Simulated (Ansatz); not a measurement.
System: Si₃₁Pd (cell charge +2, with a compensating background) (cell with a defect).

The calculation's input:

```
crystal:
  lattice:
    - [-5.401942276, -5.401942276, 5.401942276]
    - [5.401942276, -5.401942276, -5.401942276]
    - [5.401942276, 5.401942276, 5.401942276]
  atoms:
    - { symbol: Pd, position: [0.2555863688, 0.7562865141, 0.7551433762] }
    - { symbol: Si, position: [0.0017985239, 0.7508546014, 0.0013871174] }
    - { symbol: Si, position: [0.5009541974, 0.5025841071, 0.7504844288] }
    - { symbol: Si, position: [0.2502313327, 0.5025424221, 0.001218561] }
    - { symbol: Si, position: [-0.0008476023, 0.4997718888, 0.2508283815] }
    - { symbol: Si, position: [0.7503189803, 0.7509891756, 0.2505410614] }
    - { symbol: Si, position: [0.5012955019, 0.7508625043, 0.5019924206] }
    - { symbol: Si, position: [0.0018966646, 0.0017374259, 0.7504848666] }
    - { symbol: Si, position: [0.7501269025, 0.2507942999, 0.750545405] }
    - { symbol: Si, position: [0.4988125087, 0.2506950337, -0.0009243513] }
    - { symbol: Si, position: [0.2503304517, 0.250887762, 0.2504470845] }
    - { symbol: Si, position: [-0.0005454694, 0.2517125191, 0.4997043697] }
    - { symbol: Si, position: [0.7508476393, 0.4999445514, 0.4995874594] }
    - { symbol: Si, position: [0.7500677549, -0.0005423512, -0.0009078724] }
    - { symbol: Si, position: [0.4988821988, -0.0004828353, 0.2503865427] }
    - { symbol: Si, position: [0.2502368672, 0.0018982028, 0.5020528447] }
    - { symbol: Si, position: [0.2489953333, 0.7508968613, 0.4978473719] }
    - { symbol: Si, position: [-0.0041561774, 0.7466005023, 0.7450452622] }
    - { symbol: Si, position: [0.5002129786, 0.5010767605, 0.5006801157] }
    - { symbol: Si, position: [0.2516038647, 0.5028634304, 0.7515589593] }
    - { symbol: Si, position: [0.0003833343, 0.5010184902, 0.0003224079] }
    - { symbol: Si, position: [0.7500583752, 0.7508831816, 0.0003079105] }
    - { symbol: Si, position: [0.5000811339, 0.7508955573, 0.2502398327] }
    - { symbol: Si, position: [0.0004815086, 0.0009810233, 0.5007200347] }
    - { symbol: Si, position: [0.7506310729, 0.2512653194, 0.5007915228] }
    - { symbol: Si, position: [0.4999854981, 0.2507921986, 0.7505096956] }
    - { symbol: Si, position: [0.2502555576, 0.2507703742, 0.0002597567] }
    - { symbol: Si, position: [0.0004948748, 0.2512333512, 0.2508416192] }
    - { symbol: Si, position: [0.7505882014, 0.5010867403, 0.2508435999] }
    - { symbol: Si, position: [0.7500984746, 0.000647871, 0.7505000744] }
    - { symbol: Si, position: [0.5040573967, 0.0086980411, 0.008162628] }
    - { symbol: Si, position: [0.2502489519, 0.0006877993, 0.2502625589] }
  host:
    lattice:
      - [0.0, 2.700971138, 2.700971138]
      - [2.700971138, 0.0, 2.700971138]
      - [2.700971138, 2.700971138, 0.0]
    atoms:
      - { symbol: Si, position: [0.75, 0.75, 0.75] }
      - { symbol: Si, position: [0.5, 0.5, 0.5] }
total_charge: 2
basis:
  ecutwfc: 420
  xc_grid: 2
kpoints:
  mp_grid: { grid: [3, 3, 3], shift: [0.0, 0.0, 0.0] }
hamiltonian:
  xc: lda
scf:
  occupations: { method: gaussian, width: 0.02 }
output:
  forces: true
  stress: false
  eigenvalues: true
  charged_corrections:
    defect_position: [0.25, 0.75, 0.75]
    epsilon: [[13.2637, 0.0, 0.0], [0.0, 13.2637, 0.0], [0.0, 0.0, 13.2637]]
  write_density: true
  write_potential: true
  elf: true
  volumetric_format: npy
relax:
  adjacent_minimum: "off"
  f_tol: 0.025
  max_steps: 45
```

Run with:

```sh
ansatz run input.yaml --threads 4 --pin off --max-ram 8192MiB --backend cpu --events-out ev --progress --plain --runs-dir out
```

The fields are those of the relaxed geometry.

These are results of DFT LDA, scalar-relativistic, plane waves, PAW (Ansatz), not measurements.

### What will maps of the valence pseudo-density and electron localisation function show?

Si–Si (2.35 Å): ρ at the midpoint is about 0.55 e/Å³; the ELF peaks at about 0.95 between the atoms, as expected for a covalent bond.
Si–Pd (2.37 Å): the density is about 0.59 e/Å³ at the midpoint; the ELF peaks at about 0.75 in the valence shell of Si, 0.9 Å from its nucleus, and is about 0.50 at the midpoint.

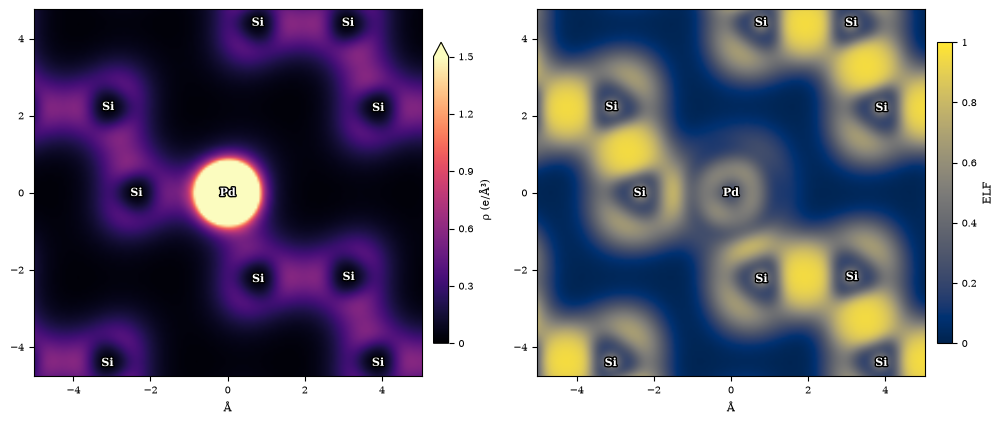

Computed valence pseudo-density and electron localisation function on the (010) plane of the calculation cell, in this order. 

Core electrons are frozen (PAW), and the valence fields are smoothed inside the atomic spheres.
